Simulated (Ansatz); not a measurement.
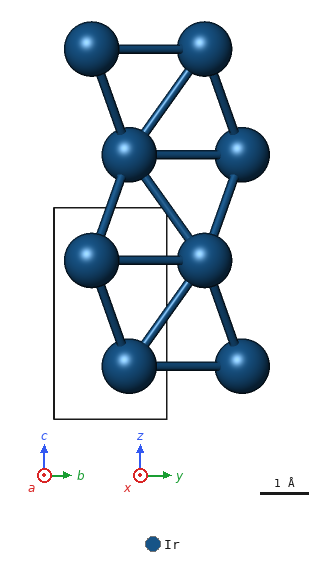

A crystal of Ir (P6_3/mmc): the ratio of the cell's length along z to its lengths across, counted as 1 for the reference, is changed at fixed volume (a c/a path), with the atoms kept at their fractional coordinates. x, y and z are the Cartesian axes of the input. The picture shows the reference cell. Style: ball-and-stick. Shown: the cell of the calculation, repeated 2 × 2 × 2 with one cell outlined, along the a axis.

Level of theory: DFT PBE, scalar-relativistic, plane waves, PAW (Ansatz 0.2.0). Set-up: plane-wave cutoff 420 eV; k-point mesh 24 × 24 × 12; occupations gaussian; smearing width 0.15 eV; no spin polarisation. Energies (free energies at the smearing named) are counted from the cell as listed in its source, which wasn't relaxed.

```xyz
2
Lattice="2.7514 0.0000 0.0000 -1.3757 2.3828 0.0000 0.0000 0.0000 4.4623" Properties=species:S:1:pos:R:3 pbc="T T T"
Ir    1.3757    0.7943    3.3467
Ir    0.0000    1.5885    1.1156
```

### Give the energy at each point (the relative ratio: 0.80, 0.85, 0.92, 0.96, 1.00, 1.05, 1.10, 1.20, 1.30).

```
axial ratio over its reference value  ΔE (meV/atom)
                                0.80            407
                                0.85            231
                                0.92             67
                                0.96             17
                                1.00              0
                                1.05             25
                                1.10             96
                                1.20            364
                                1.30            765
```

Of the computed points the lowest is at the relative ratio 1.00, 0 meV/atom. The unrelaxed reference is under a pressure of −1.4 GPa. The distortion keeps the space group P6_3/mmc. At the relative ratio 1.30 the cell of the drawing goes a 2.751 → 2.521 Å, b 2.751 → 2.521 Å, c 4.462 → 5.315 Å.

As a plot:

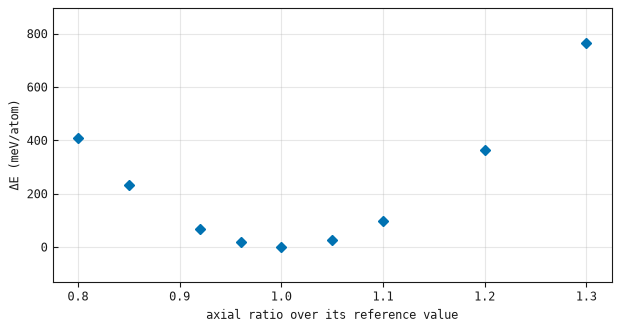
